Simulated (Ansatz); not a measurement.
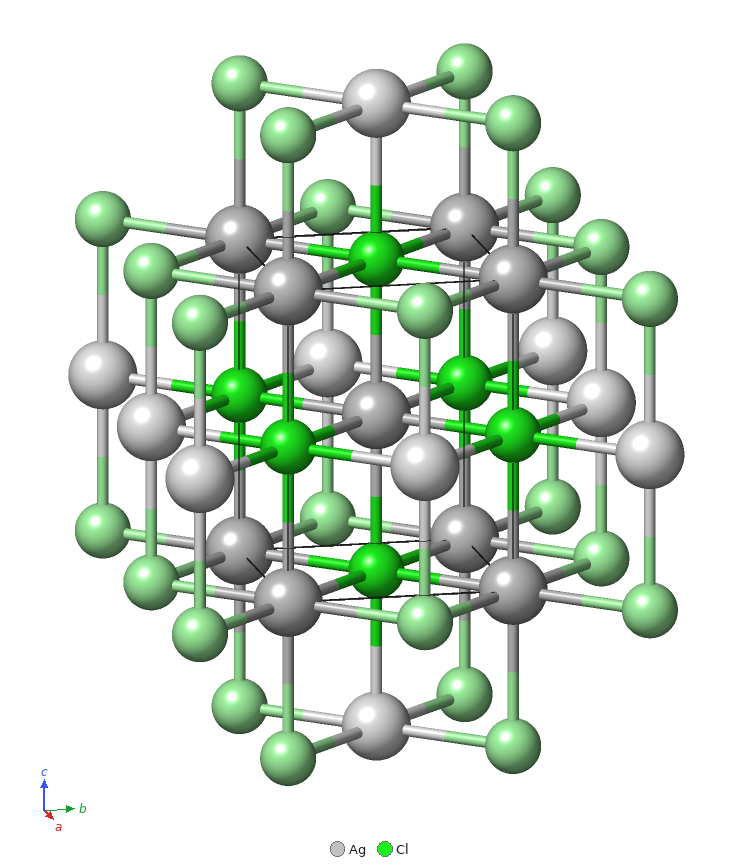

The image is a ball-and-stick drawing of a crystal, viewed slightly off an axis. The outline marks the conventional unit cell. Atoms of adjacent cells appear where they bond to atoms in the box, in fainter colours.

AgCl, space group Immm (No. 71), a = 3.856 Å, b = 3.987 Å, c = 5.546 Å, α = 90.00°, β = 90.00°, γ = 90.00°. The initial geometry was a structure type filled with these elements by a generator (whether the compound takes this form wasn't checked). The cell was then strained or its atoms displaced on purpose. A calculation with Ansatz used it as input.

This one geometry was computed with Ansatz (DFT, plane waves, PAW) at three levels of theory: PBE, r2SCAN and HSE06. It was relaxed with r2SCAN and then strained.

### Which level gives the highest pressure at this volume, and what does that say about its equilibrium volume?

Highest: PBE (1.6 GPa) and HSE06 (1.4 GPa), which points to the largest equilibrium volume. Lowest, with the smallest volume: r2SCAN (0.0 GPa). Levels within 0.5 GPa of each other can't be told apart.

### How does the band gap change with the level of theory?

PBE: a gap of 0.88 eV, indirect; r2SCAN: a gap of 1.44 eV, indirect; HSE06: a gap of 2.38 eV, indirect.

### Collect the results in a table.

| level | cutoff (eV) | k-mesh of the run's cell | gap (eV) | pressure (GPa) |
| --- | --- | --- | --- | --- |
| PBE | 420 | 8×8×8 | 0.88 | 1.6 |
| r2SCAN | 500 | 8×8×8 | 1.44 | 0.0 |
| HSE06 | 420 | 6×6×6 | 2.38 | 1.4 |

Gaps are taken on the k-mesh or band path of each run.
